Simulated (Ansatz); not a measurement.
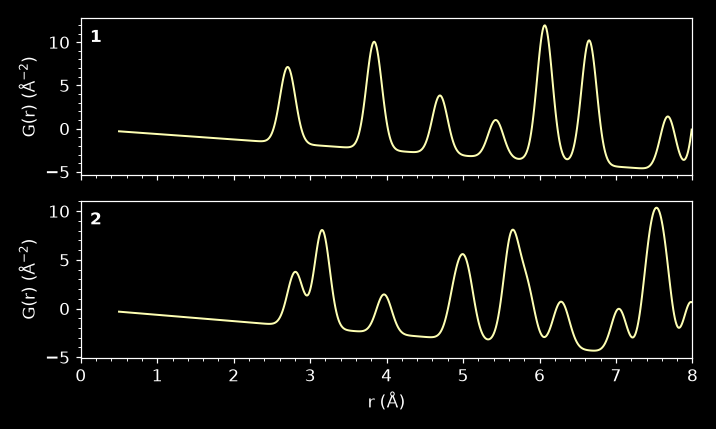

Each curve is a calculated X-ray PDF: distances of the static structure, each pair weighted by the product of the atomic numbers (X-ray weights at Q = 0), broadened by Gaussians with σ = 0.10 Å.

Candidate polymorphs:

A. 
```yaml
crystal:
  lattice:
    - [2.71376, 0.00000, 0.00000]
    - [0.00000, 2.71376, 0.00000]
    - [0.00000, 0.00000, 2.71376]
  atoms:
    - { symbol: Ge, position: [0.00000, 0.00000, 0.00000] }
```

B. 
```
Ge
1.0
     4.90877    0.00000    0.00000
    -2.45438    4.25112    0.00000
     0.00000    0.00000    2.78634
Ge
3
Cartesian
  0.0000 0.0000 0.0000
  0.0000 2.8341 1.3932
  2.4544 1.4170 1.3932
```

All cells are input geometries of electronic-structure calculations (not necessarily at equilibrium); the starting structure was generated, so it need not be a known form of this composition.

> Match each curve to its structure.

curve 1 is A (Ge, first clear peaks at 2.71 Å (Ge–Ge) and 3.84 Å (Ge–Ge)); curve 2 is B (Ge, first clear peaks at 2.81 Å (Ge–Ge) and 3.16 Å (Ge–Ge)).
